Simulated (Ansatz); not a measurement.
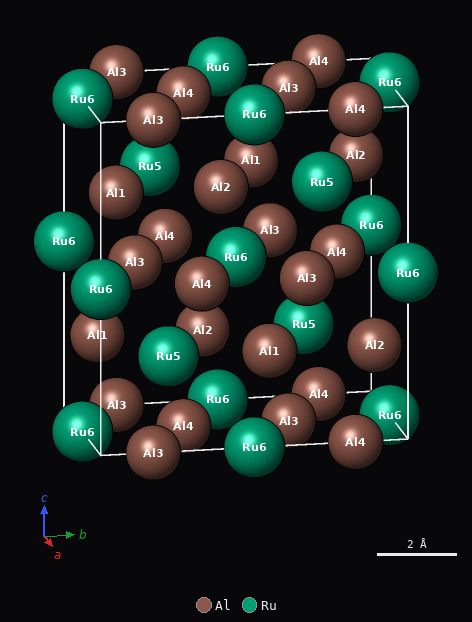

**Figure 1.** The starting structure (spheres-only view of the cell 4 times as large as that of the calculation, set on its symmetry axes, seen slightly off an axis; atoms are numbered from 1 in the order of the input). An atom can appear more than once, as a periodic image.

# Al$_{2}$Ru: geometry relaxation

- system: Al$_{2}$Ru (Fddd, 6 atoms in the cell)
- method: DFT r2SCAN, scalar-relativistic, plane waves, PAW, no spin polarisation (Ansatz 0.2.0)

The structure derives from a Materials Project entry. Figures and captions count atoms from 1; the log counts them from 0 in places.

**Output**
```
Engine: ansatz 0.2.0, x86_64-unknown-linux-gnu
Pseudopotentials: kind: paw
Pseudopotential: Al, paw, valence charge 3, recommended cutoff 500 eV (meta_gga), Al.paw.azcp
Pseudopotential: Ru, paw, valence charge 16, recommended cutoff 500 eV (meta_gga), Ru.paw.azcp
Functional definition: r2SCAN
  parameter k0 = 0.174
  parameter k1 = 0.065
  parameter a1 = 4.9479
  exchange = r2scan_x(k0 = k0, k1 = k1, a1 = a1)
  correlation = r2scan_c
Crystal: 6 atoms, lattice volume = 82.438 Å³
Basis set: ecut = 500 eV, 2075 PW (Γ), exchange–correlation on 180×160×144 points (64 copies of the dense FFT grid, shifted against one another)
Bands: 28, of which v1, the nominal top of the filled ones, is band 22 counted from 1 (21 counted from 0)
Symmetry: 8 space group operations
Space group: Fddd (ITA 70), of the structure as read, at distance tolerance 4.4e-5 Å
k-points: 171 of 1000
Non-local potential: Al, projectors of the file, l = 0: 2, l = 1: 2, l = 2: 1
Non-local potential: Ru, projectors of the file, l = 0: 3, l = 1: 2, l = 2: 2, l = 3: 1
PAW form: soft (Blöchl's): semilocal exchange-correlation on the pseudo side does not see the compensation charge
PAW frozen core: Al, regenerated for the run's functional (the file was generated under x = pbe(κ = 0.804, μ = 0.2195149727645171), c = pbe(β = 0.06672455060314922))
PAW frozen core: Ru, regenerated for the run's functional (the file was generated under x = pbe(κ = 0.804, μ = 0.2195149727645171), c = pbe(β = 0.06672455060314922))
PAW one-centre angular grid: Al, 302 points (default); XC on 160 Gauss nodes
PAW one-centre angular grid: Ru, 590 points (default); XC on 160 Gauss nodes
Initial density: superposition of atomic densities (neutral atoms: chi_scale 0, normalization atom), corrected by the library's trained network
Initial wavefunctions: pseudopotential atomic-orbital guess
Functional: x = r2scan, c = r2scan; τ floored in thin density (d = 2e-4 eV/Å³)
SCF iter   1: F=—  HF=-13947.618389 eV  |F-HF|=—  |Δ(HF+E_count)|=         —  Δρ=6.37e-3  dr2=2.72e-2  dr2_τ=5.20e-2  ethr=1.77e-3  ⟨swp⟩=7.3  Hψ=23391  notcnv=0
preconditioner: auto → none  [insulator: Δε(μ)=0.148 eV  Ē_g=6.944 eV  σ=0.010 eV  W_gap=1.00  n_scr=16 (ndim 8)  ℏωp=21.6 eV  f_vac=0.000  D(μ)=0.00/eV (n_scr^D=0)  ε∞_Penn≈10.7]
SCF iter   2: F=—  HF=-13947.670301 eV  |F-HF|=—  |Δ(HF+E_count)|=   5.19e-2  Δρ=4.59e-3  dr2=1.66e-2  dr2_τ=1.24e-3  ethr=6.18e-5  ⟨swp⟩=2.1  Hψ=9339  notcnv=0  defer=248
SCF iter   3: F=—  HF=-13947.674262 eV  |F-HF|=—  |Δ(HF+E_count)|=   3.96e-3  Δρ=5.05e-3  dr2=3.69e-2  dr2_τ=3.02e-3  ethr=3.78e-5  ⟨swp⟩=2.1  Hψ=8702  notcnv=0  defer=248
SCF iter   4: F=—  HF=-13947.668242 eV  |F-HF|=—  |Δ(HF+E_count)|=   6.02e-3  Δρ=5.27e-4  dr2=1.63e-4  dr2_τ=8.63e-6  ethr=3.78e-5  ⟨swp⟩=2.0  Hψ=7353  notcnv=0  defer=248
SCF iter   5: F=—  HF=-13947.668249 eV  |F-HF|=—  |Δ(HF+E_count)|=   7.11e-6  Δρ=2.17e-4  dr2=1.86e-5  dr2_τ=1.58e-6  ethr=3.71e-7  ⟨swp⟩=2.6  Hψ=8141  notcnv=0  defer=248
SCF iter   6: F=—  HF=-13947.668263 eV  |F-HF|=—  |Δ(HF+E_count)|=   1.42e-5  Δρ=3.17e-5  dr2=3.49e-7  dr2_τ=2.40e-8  ethr=4.23e-8  ⟨swp⟩=2.0  Hψ=6900  notcnv=0  defer=248
SCF iter   7: F=-13947.668263 eV  HF=-13947.668263 eV  |F-HF|=5.28e-9  |Δ(HF+E_count)|=   3.74e-7  Δρ=4.06e-6  dr2=4.92e-9  dr2_τ=9.76e-10  ethr=2.27e-10  ⟨swp⟩=12.5  Hψ=32839  notcnv=0
SCF 1 converged in 7 iterations: F = -13947.668263 eV  dr2 = 4.92e-9
  greatest PAW one-centre occupation: 0.997 electrons in one spin orbital (limit 2), on the Ru atom at site 5 (counted from 0), in its partial waves of l = 1
relax step   1: F+E_penalty+E_count = -13947.66826329 eV  Δ(F+E_penalty+E_count) = +0.000e0 eV  max|allowed force component| = 1.772e-3 eV/Å  Δτ_max = 0.0000 Å  P = +0.042 GPa  Ω = 82.438 Å³  (7 SCF iters, dr2 threshold 1.00e-7 eV, accepted)
Crystal: 6 atoms, lattice volume = 82.461 Å³
Initial density: handed on by an earlier stage of this run
Initial wavefunctions: those handed on with the density
iter 1 solved again at ethr=1.07e-8 eV; its pass at ethr=3.10e-3 eV (dr2=4.69e-6 eV) is discarded
SCF iter   1: F=—  HF=-13947.668257 eV  |F-HF|=—  |Δ(HF+E_count)|=         —  Δρ=5.97e-5  dr2=4.61e-6  dr2_τ=9.55e-6  ethr=1.07e-8  ⟨swp⟩=2.0  Hψ=24582  notcnv=0
preconditioner: auto → none  [insulator: Δε(μ)=0.175 eV  Ē_g=6.931 eV  σ=0.010 eV  W_gap=1.00  n_scr=16 (ndim 8)  ℏωp=21.6 eV  f_vac=0.000  D(μ)=0.00/eV (n_scr^D=0)  ε∞_Penn≈10.7]
SCF iter   2: F=—  HF=-13947.668267 eV  |F-HF|=—  |Δ(HF+E_count)|=   9.64e-6  Δρ=8.72e-5  dr2=1.02e-5  dr2_τ=9.39e-7  ethr=1.05e-8  ⟨swp⟩=2.0  Hψ=8332  notcnv=0
SCF iter   3: F=—  HF=-13947.668265 eV  |F-HF|=—  |Δ(HF+E_count)|=   1.68e-6  Δρ=1.32e-5  dr2=1.25e-7  dr2_τ=7.64e-9  ethr=1.05e-8  ⟨swp⟩=2.1  Hψ=6773  notcnv=0
SCF iter   4: F=-13947.668265 eV  HF=-13947.668265 eV  |F-HF|=4.73e-11  |Δ(HF+E_count)|=   4.50e-9  Δρ=4.18e-6  dr2=9.15e-9  dr2_τ=2.75e-9  ethr=6.03e-11  ⟨swp⟩=7.0  Hψ=26618  notcnv=0
SCF 2 converged in 4 iterations: F = -13947.668265 eV  dr2 = 9.15e-9
relax step   2: F+E_penalty+E_count = -13947.66826488 eV  Δ(F+E_penalty+E_count) = -1.584e-6 eV  max|allowed force component| = 2.433e-3 eV/Å  Δτ_max = 0.0001 Å  P = -0.012 GPa  Ω = 82.461 Å³  energy of the carried Pulay correction = -6.388e-6 eV  (4 SCF iters, dr2 threshold 2.66e-8 eV, accepted)
Initial wavefunctions: pseudopotential atomic-orbital guess (no wavefunctions were taken with the density)
iter 1 solved again at ethr=1.29e-7 eV; its pass at ethr=3.10e-3 eV (dr2=5.66e-5 eV) is discarded
SCF iter   1: F=—  HF=-13947.668270 eV  |F-HF|=—  |Δ(HF+E_count)|=         —  Δρ=4.18e-6  dr2=9.16e-9  dr2_τ=1.71e-9  ethr=1.29e-7  ⟨swp⟩=3.0  Hψ=36173  notcnv=0
eigensolver tolerance schedule: the retry pair's looser diagonalisation over-reported the residual by 6175.38 of it (diagonalisation noise at 0.34 of the residual, at the tolerance the schedule requests for it); recorded, not acted on — ethr = c·dr2/N_el stays at c = 1.0e-1
preconditioner: auto → none  [insulator: Δε(μ)=0.176 eV  Ē_g=6.931 eV  σ=0.010 eV  W_gap=1.00  n_scr=16 (ndim 8)  ℏωp=21.6 eV  f_vac=0.000  D(μ)=0.00/eV (n_scr^D=0)  ε∞_Penn≈10.7]
SCF iter   2: F=—  HF=-13947.668270 eV  |F-HF|=—  |Δ(HF+E_count)|=   1.59e-7  Δρ=2.87e-6  dr2=7.65e-9  dr2_τ=4.78e-10  ethr=2.08e-11  ⟨swp⟩=2.6  Hψ=9020  notcnv=0
SCF iter   3: F=—  HF=-13947.668270 eV  |F-HF|=—  |Δ(HF+E_count)|=   1.46e-9  Δρ=3.13e-6  dr2=1.25e-8  dr2_τ=1.10e-9  ethr=1.74e-11  ⟨swp⟩=2.3  Hψ=7468  notcnv=0
SCF iter   4: F=-13947.668270 eV  HF=-13947.668270 eV  |F-HF|=1.82e-12  |Δ(HF+E_count)|=   1.79e-9  Δρ=1.38e-7  dr2=7.73e-12  dr2_τ=3.78e-12  ethr=1.00e-12  ⟨swp⟩=5.3  Hψ=25268  notcnv=0
SCF 3 converged in 4 iterations: F = -13947.668270 eV  dr2 = 7.73e-12
relax step   3: F+E_penalty+E_count = -13947.66827016 eV  Δ(F+E_penalty+E_count) = -5.286e-6 eV  max|allowed force component| = 2.448e-3 eV/Å  Δτ_max = 0.0000 Å  P = -0.012 GPa  Ω = 82.461 Å³  stress off target by 3.11e-2 GPa  SCF on the basis re-selected at this cell (its energy is not comparable with the rows above)  (4 SCF iters)
```

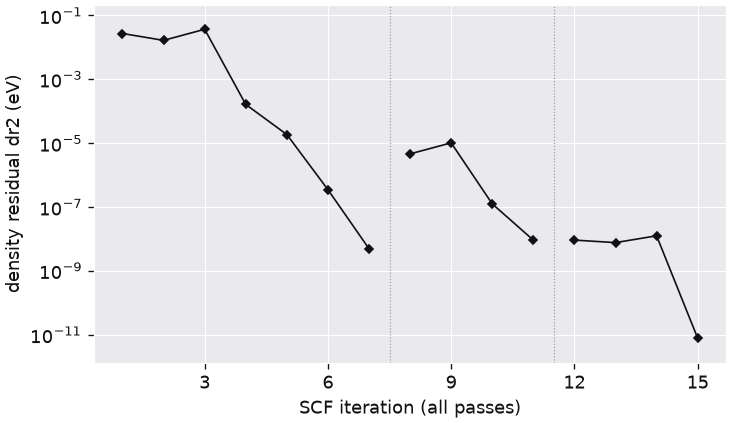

**Figure 2.** Convergence of the self-consistent field: density residual dr2 against the SCF iteration. The dotted lines part the SCF passes of the relaxation: geometry steps, rejected trials and re-solves on a re-selected basis. The passes take 7, 4 and 4 iterations.

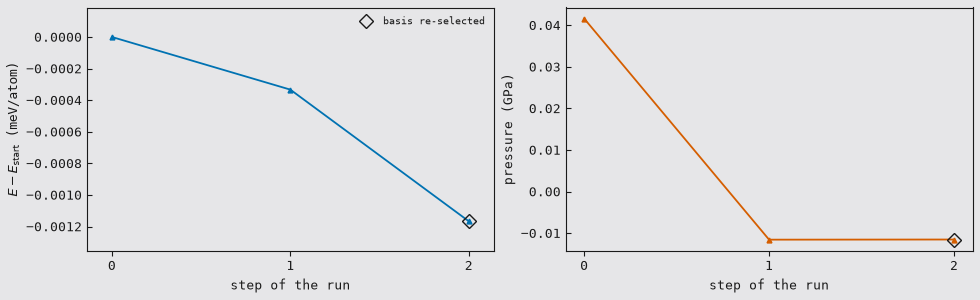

**Figure 3.** Progress of the relaxation, step by step (the first geometry is step 0 here and step 1 in the log). The atoms keep their places relative to the cell (all moves are under 0.005 Å). After 1 geometry step the energy has fallen by next to nothing (0.0 meV per atom). The largest force component goes from 0.0018 to 0.0024 eV/Å. Pressure: 0.04 GPa at the start and −0.01 GPa at the end. A last SCF at the same geometry on a re-selected plane-wave basis shifts the energy by next to nothing (0.0 meV per atom).

```
basis re-selected at this cell: Δ(F+E_penalty+E_count) = -5.286e-6 eV, ΔP = +0.000 GPa vs the last step (what re-selecting the basis moved, of the pressure what is left beyond the Pulay correction that the steps carried, after the strain that the cell walked since its last selection, with what the two solves' SCF thresholds leave and, on support functions, any second-order correction that the steps lacked; it is no measure of the basis error at this ecutwfc). This SCF's stress stands 3.11e-2 GPa from its target on what of the cell is left free (relax.cell.stress_tol is 5.00e-2 GPa) and its largest allowed force component is 2.45e-3 eV/Å (relax.f_tol is 5.00e-3 eV/Å): within both
SCF converged after 4 iterations
Free energy (F): -13947.668270 eV
Harris-Foulkes:  -13947.668270 eV  (|F-HF|=1.82e-12)
Internal energy: -13947.668270 eV  (E = F + TS)
E sigma→0 (E₀):  -13947.668270 eV
Fermi energy:    14.194283 eV
--- Per-component energies (eV) ---
  E_band       = -321.150701
  E_kinetic    = 1133.850423
  E_local      = -4203.051600  (includes V_loc(G=0)·N_el)
  E_nonlocal   = 725.806716
  E_hartree    = 1559.515886
  E_xc         = -521.091473
  E_vxc        = -667.459926  (∫ρ·V_xc dr)
  E_paw        = -8852.369851  (= ΣΔE_a)
  E_vpaw       = -472.967718  (= ΣTr[D̂ρ^β])
  E_aug_tail   = 0.000178  (compensation charges beyond the density's cutoff)
  E_vtau       = 43.639464  (kinetic-family band-sum trace: ∫τ·v_τ [+ j·A + Jᵃ·Aᵃ] dr)
  E_ewald      = -3789.466206
  E_core_change = -0.862343  (= ΣΔE_core)
  E_smearing   = -0.000000  (= −TS)
  E_closure    = -0.000000  (closes the sum)
  Σ components = -13947.668270   (vs F -13947.668270, Δ=0.00e0)
--- Forces (eV/Å), atoms counted from 1 ---
  atom   1  Al     0.00000000    -0.00244792     0.00000000
  atom   2  Al    -0.00000000     0.00244792     0.00000000
  atom   3  Al    -0.00000000     0.00244792     0.00000000
  atom   4  Al     0.00000000    -0.00244792     0.00000000
  atom   5  Ru     0.00000000    -0.00000000     0.00000000
  atom   6  Ru    -0.00000000     0.00000000     0.00000000
  max |Σ_I F_I| component: 0.00e0 eV/Å
--- Stress (GPa, compression-positive) ---
       -0.031081      -0.000000      -0.000000
       -0.000000      -0.001229       0.000000
       -0.000000       0.000000      -0.002292
  P = ⅓ Tr σ = -0.0115 GPa (-0.115 kbar)
--- Band table (eV; the first three rows and the last of 171) ---
  k-point 0: bands = ["-60.6292", "-60.6149", "-29.9945", "-29.9112", "-29.9009", "-29.8473", "-29.8379", "-29.8353", "2.4653", "7.5890", "9.1719", "9.1816", "9.7259", "10.3593", "10.5013", "10.6028", "10.6764", "10.9829", "12.0001", "12.7587", "12.8847", "14.1067", "15.9578", "16.4735", "16.6251", "16.8297", "17.0217", "17.7602"]
  k-point 1: bands = ["-60.6289", "-60.6152", "-29.9934", "-29.9153", "-29.8981", "-29.8485", "-29.8372", "-29.8352", "2.5904", "7.5903", "8.7598", "9.2686", "9.4723", "10.4912", "10.5925", "10.7246", "10.8581", "11.0586", "11.9105", "12.6962", "12.8575", "13.5771", "15.8132", "16.0400", "16.5420", "16.7788", "17.0215", "18.0839"]
  k-point 2: bands = ["-60.6281", "-60.6159", "-29.9904", "-29.9226", "-29.8944", "-29.8507", "-29.8371", "-29.8341", "2.9603", "7.5402", "8.1532", "9.0146", "9.4775", "10.3879", "10.5151", "10.8767", "11.0769", "11.5811", "11.8299", "12.4423", "12.6740", "12.8980", "15.1120", "15.8704", "16.4474", "16.5605", "17.5579", "18.3680"]
  k-point 170: bands = ["-60.6220", "-60.6220", "-29.9494", "-29.9494", "-29.8903", "-29.8903", "-29.8258", "-29.8258", "4.5024", "4.5024", "8.6352", "8.6352", "10.1377", "10.1377", "10.4940", "10.4940", "11.7084", "11.7084", "12.4493", "12.4493", "12.7317", "12.7317", "16.4647", "16.4647", "16.7877", "16.7877", "17.9430", "17.9430"]
--- Relaxed structure (2 steps of the walk, 2 accepted, 1 SCFs on fresh bases) ---
  F+E_penalty+E_count = -13947.66827016 eV   max|allowed force component| = 2.448e-3 eV/Å   (the final SCF, on the basis selected at the relaxed cell)
  cell:  # Å, volume = 82.4606 Å³
    - [0.0, 3.9895070000568746, 4.3914546630895295]
    - [2.353361595403865, 0.0, 4.3914546630895295]
    - [2.353361595403865, 3.9895070000568746, 0.0]
  atoms:
    - { symbol: Al, position: [0.07904595650011437, 0.42095404349988563, 0.07904595650011437] }
    - { symbol: Al, position: [0.4209540434998857, 0.07904595650011431, 0.42095404349988574] }
    - { symbol: Al, position: [0.17095404349988563, 0.8290459565001144, 0.17095404349988563] }
    - { symbol: Al, position: [0.8290459565001144, 0.17095404349988563, 0.8290459565001145] }
    - { symbol: Ru, position: [0.75, 0.75, 0.7500000000000002] }
    - { symbol: Ru, position: [0.5000000000000001, 0.4999999999999999, 0.5] }
```

**Trajectory as extended XYZ (Å, eV, eV/Å), 3 frames, from step=1 to step=3**
```
6
Lattice="0.0000 3.9898 4.3915 2.3525 0.0000 4.3915 2.3525 3.9898 0.0000" Properties=species:S:1:pos:R:3:forces:R:3 step=1 energy=-13947.66826 pressure_GPa=0.04
Al    1.1762    0.6309    2.1958    0.0000  -0.0018   0.0000
Al    1.1762    3.3590    2.1958    0.0000   0.0018   0.0000
Al    2.3525    1.3640    4.3915    0.0000   0.0018   0.0000
Al    2.3525    6.6156    4.3915    0.0000  -0.0018   0.0000
Ru    3.5287    5.9848    6.5873    0.0000   0.0000   0.0000
Ru    2.3525    3.9898    4.3915    0.0000   0.0000   0.0000
6
Lattice="0.0000 3.9895 4.3915 2.3534 0.0000 4.3915 2.3534 3.9895 0.0000" Properties=species:S:1:pos:R:3:forces:R:3 step=2 energy=-13947.66827 pressure_GPa=-0.01
Al    1.1767    0.6307    2.1957    0.0000  -0.0024   0.0000
Al    1.1767    3.3588    2.1957    0.0000   0.0024   0.0000
Al    2.3534    1.3640    4.3915    0.0000   0.0024   0.0000
Al    2.3534    6.6150    4.3915    0.0000  -0.0024   0.0000
Ru    3.5300    5.9843    6.5872    0.0000   0.0000   0.0000
Ru    2.3534    3.9895    4.3915    0.0000   0.0000   0.0000
6
Lattice="0.0000 3.9895 4.3915 2.3534 0.0000 4.3915 2.3534 3.9895 0.0000" Properties=species:S:1:pos:R:3:forces:R:3 step=3 energy=-13947.66827 pressure_GPa=-0.01
Al    1.1767    0.6307    2.1957    0.0000  -0.0024   0.0000
Al    1.1767    3.3588    2.1957    0.0000   0.0024   0.0000
Al    2.3534    1.3640    4.3915    0.0000   0.0024   0.0000
Al    2.3534    6.6150    4.3915    0.0000  -0.0024   0.0000
Ru    3.5300    5.9843    6.5872    0.0000   0.0000   0.0000
Ru    2.3534    3.9895    4.3915    0.0000   0.0000   0.0000
```

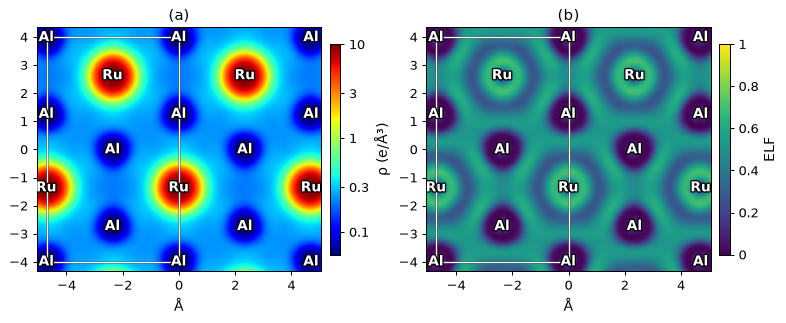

**Figure 4.** (a) valence electron density; (b) ELF on the (001) plane of the conventional cell. The section cuts through Al and Ru sites. Al–Ru (2.63 Å): ρ at the midpoint is about 0.35 e/Å³; the ELF is about 0.40 at the midpoint. Al–Al (2.67 Å): the density is about 0.23 e/Å³ at the midpoint; the ELF is about 0.55 at the midpoint. Al–Ru (2.72 Å): ρ at the midpoint is about 0.33 e/Å³; the ELF is about 0.40 at the midpoint. Al–Al (2.73 Å): ρ is about 0.2 e/Å³ halfway; the ELF is about 0.50 at the midpoint. Away from the nuclei the density in this plane falls to 0.2 e/Å³ at its lowest. The strong features right at Ru lie inside the PAW spheres (semicore, d or f shells) and say nothing about bonding. In a PAW calculation such maps are meaningful between the atoms, not at the nuclei.

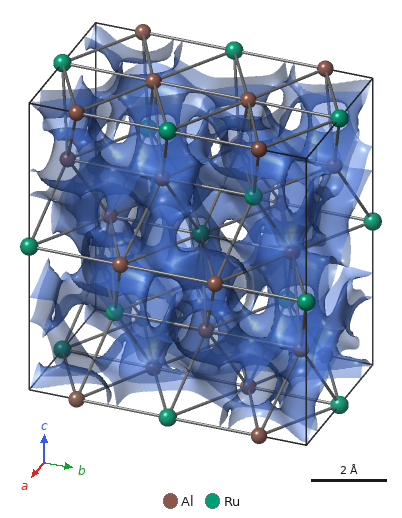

**Figure 5.** Isosurface of the ELF at 0.5 (blue), seen at an oblique angle. Core shells and regions of very low density are left out. Sticks mark near contacts. The outline is the cell set on symmetry axes. Profiles from the grid: Al–Ru (2.57 Å): the ELF is about 0.40 at the midpoint. Al–Al (2.60 Å): the ELF peaks at about 0.65 between the atoms.

The run was set up as follows.

**Input**
```yaml
crystal:
  lattice:
    - [0.0, 3.9898374997, 4.3915250777]
    - [2.3524746913, 0.0, 4.3915250777]
    - [2.3524746913, 3.9898374997, 0.0]
  atoms:
    - { symbol: Al, position: [0.07906103, 0.42093897, 0.07906103] }
    - { symbol: Al, position: [0.42093897, 0.07906103, 0.42093897] }
    - { symbol: Al, position: [0.17093897, 0.82906103, 0.17093897] }
    - { symbol: Al, position: [0.82906103, 0.17093897, 0.82906103] }
    - { symbol: Ru, position: [0.75, 0.75, 0.75] }
    - { symbol: Ru, position: [0.5, 0.5, 0.5] }
basis:
  ecutwfc: 500
kpoints:
  mp_grid: { grid: [10, 10, 10] }
hamiltonian:
  xc: r2scan
scf:
  occupations: { method: gaussian, width: 0.01 }
output:
  forces: true
  stress: true
  eigenvalues: true
  write_density: true
  write_potential: true
  elf: true
  volumetric_format: npy
relax:
  adjacent_minimum: "off"
  f_tol: 0.005
  max_steps: 80
  cell: { stress_tol: 0.05 }
```

Launched with:
```bash
ansatz run input.yaml --threads 2 --pin off --max-ram 5120MiB --backend cpu --events-out ev --progress --plain --runs-dir out
```

**Summary**

```json
{"quantity": "outcome", "value": "converged"}
{"quantity": "space group (tolerance 0.01 Å)", "value": "Fddd (70)"}
{"quantity": "electrons treated", "value": "44"}
{"quantity": "free energy", "value": "−13947.6683 eV"}
{"quantity": "Fermi energy", "value": "14.194 eV"}
{"quantity": "gap on the k-point mesh", "value": "0.18 eV"}
{"quantity": "pressure", "value": "−0.01 GPa"}
{"quantity": "final volume", "value": "82.46 Å³"}
{"quantity": "largest force (length of the vector) at the end", "value": "0.002 eV/Å"}
{"quantity": "final cell", "value": "a = 5.933 Å, b = 4.982 Å, c = 4.632 Å, α = 76.11°, β = 54.61°, γ = 49.28°"}
{"quantity": "hardware", "value": "2 threads of Intel Xeon (Granite Rapids), 192 GiB of memory available, shared host"}
{"quantity": "wall time", "value": "37 s (CPU time 73 s)"}
{"quantity": "peak memory", "value": "0.99 GiB"}
```
